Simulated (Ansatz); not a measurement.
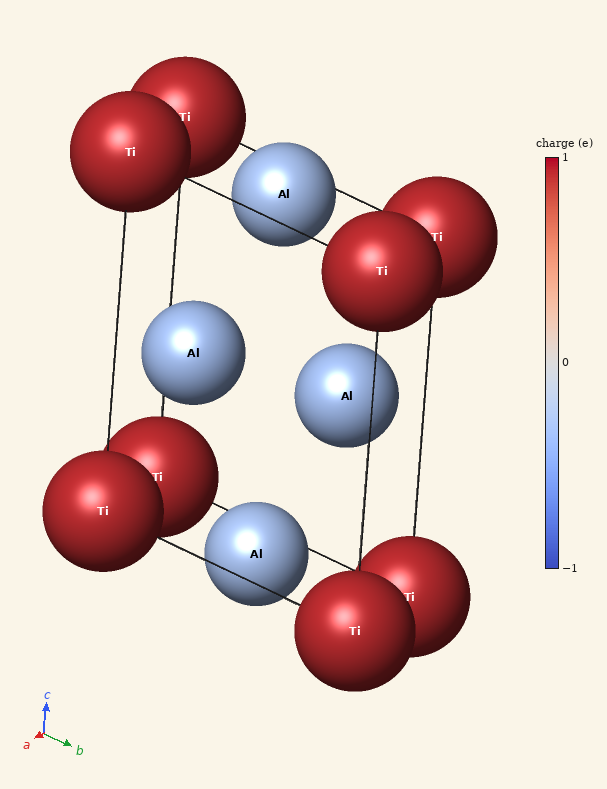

The figure gives a spheres-only picture of the atoms, viewed slightly off an axis. One cell (the run's own, in a reduced setting) is framed, with atoms on its boundary repeated. The atoms of this TiAl$_{3}$ cell are coloured by their Bader charge.

Level of theory: DFT r2SCAN, scalar-relativistic, plane waves, PAW in Ansatz. Settings were wavefunction cutoff 500 eV, k-points about 0.14 Å⁻¹ apart, Gaussian smearing of 0.1 eV, no spin polarisation.

What charges do the elements carry?

Most positive: Ti; most negative: Al. Charges: about Ti +0.9 e; Al -0.3 e.

It derives from a structure listed in the Materials Project. Earlier steps of the study may have refined or changed the cell and positions. It was run through Ansatz as a DFT input.
